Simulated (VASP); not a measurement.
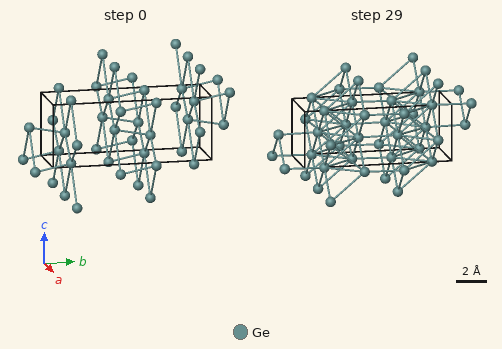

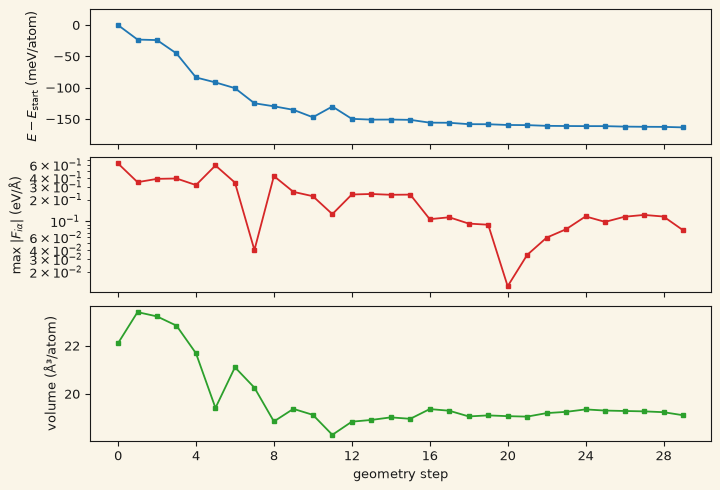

First and last geometry of a relaxation of solid Ge (set up in Cmce), with the history of the run. The picture is a ball-and-stick view of the conventional cell (2 times the calculation's cell), seen slightly off an axis. Lengths and directions refer to the drawn axes.

The run lets cell and atoms move.

Level of theory: VASP, Kohn-Sham DFT of a periodic cell, PBE with D3(BJ), VASP PAW PBE potentials, recommended.

Input file:
```
SYSTEM = Ge
ALGO = Fast
EDIFF = 1E-6
EDIFFG = -0.05
ENCUT = 600
GGA = PE
IBRION = 2
ISIF = 3
ISMEAR = 0
IVDW = 12
LASPH = .True.
LCHARG = .False.
LREAL = .False.
LWAVE = .False.
NELM = 100
NSW = 80
PREC = Accurate
SIGMA = 0.1
```

Command:
```bash
cat potpaw_PBE.64/Ge_d/POTCAR > POTCAR
mpirun -np 1 vasp_std > vasp.out
```

Q: Did the run converge, and what did it change?

A: The run was cut off at its time limit before the relaxation converged, so the last structure is only a point on the way. The largest moves relative to the cell, 0.32 Å, are those of Ge atoms. Cell: a 3.757 → 3.889 Å (+3.5 %), b 10.890 → 10.089 Å (−7.4 %), c 4.323 → 3.898 Å (−9.8 %). Volume −13.5 %. Some distances before and after: Ge–Ge 3.691 → 3.039 Å, Ge–Ge 3.565 → 3.037 Å, Ge–Ge 3.242 → 2.725 Å, Ge–Ge 2.521 → 2.781 Å. Bond angles that change, for instance: Ge–Ge–Ge 97.4° → 89.4°, Ge–Ge–Ge 96.3° → 88.7°. The space group stays Cmce (No. 64). Over 29 geometry steps the energy falls by 163 meV per atom. Largest force component: 0.63 eV/Å at the start, 0.076 eV/Å at the end. Pressure: 2.87 GPa at the start and −1.15 GPa at the end. The volume changes by over a tenth within one run on a fixed set of plane waves, so the end point should be relaxed again from the new cell.
